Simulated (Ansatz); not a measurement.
The coordinates of a crystal:

```yaml
crystal:
  lattice:
    - [3.77499, 0.00000, 0.00000]
    - [0.00000, 3.77499, 0.00000]
    - [0.00000, 0.00000, 3.77499]
  atoms:
    - { symbol: Al, position: [0.00000, 0.50000, 0.50000] }
    - { symbol: Al, position: [0.50000, 0.00000, 0.50000] }
    - { symbol: Al, position: [0.50000, 0.50000, 0.00000] }
    - { symbol: Cu, position: [0.00000, 0.00000, 0.00000] }
```

Work out the structure from the coordinates.

The structure is one of Al3Cu. Symmetry: Pm-3m (No. 221), primitive cubic lattice. Its structure type: Cu₃Au (L1₂) type. Cell content: 3 Al, 1 Cu, that is 1 formula unit. Al bonds to eight Al and four Cu in a cuboctahedral arrangement (2.67 Å to Al, 2.67 Å to Cu). Cu is coordinated by twelve Al in a cuboctahedral arrangement at 2.67 Å. The bonds build a three-dimensional framework.

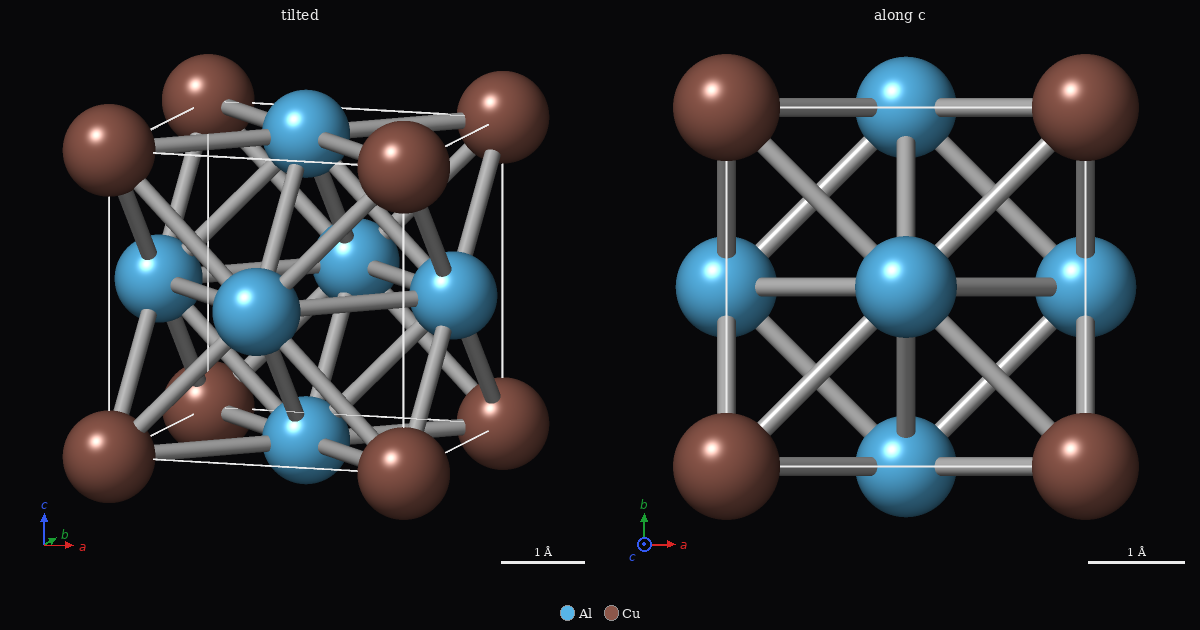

Figure: ball-and-stick view slightly off an axis and along the c axis. The parallelepiped is the conventional unit cell. Colours: aluminium blue, copper brown.

The structure was taken from a structure listed in the Materials Project. The cell was then strained or its atoms displaced on purpose. It went into a calculation with Ansatz.

At this level of theory the cell isn't at rest (compressed, at 11 GPa), so its distances can differ from those at equilibrium, the more so the softer the solid.
